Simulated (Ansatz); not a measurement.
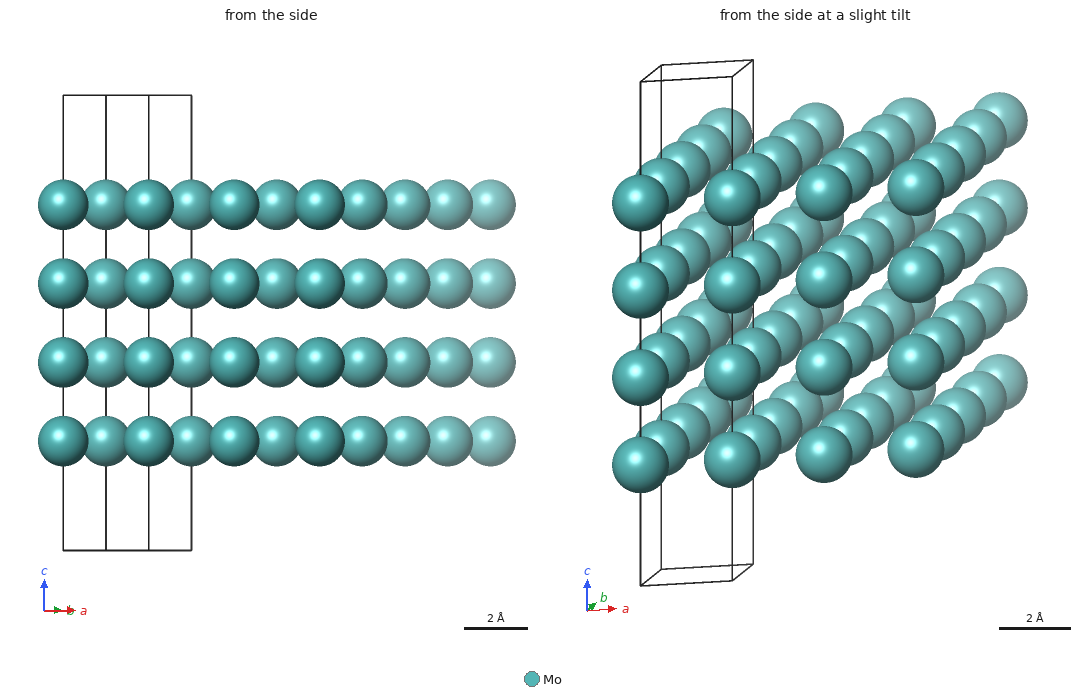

A spheres-only picture of a periodic slab, seen from the side and from the side at a slight tilt. The surface normal points up in side views; the box is the simulation cell. 3×4 cells are drawn in the plane, with atoms at the edges repeated.

The cell holds 4 Mo.

How far does the slab extend along the normal?

Answer. About 8 Å from the lowest to the highest atom, with about 7 Å of vacuum to the next image.

Count the planes and say what each contains, starting at the top.

Answer. Four planes: Mo / Mo / Mo / Mo.

Provenance: a structure listed in the Materials Project. The cell was then strained or its atoms displaced on purpose. It went into a calculation with Ansatz.

At this level of theory the run's own cell isn't at rest (forces up to 0.7 eV/Å), so its distances can differ from those at equilibrium, the more so the softer the solid.
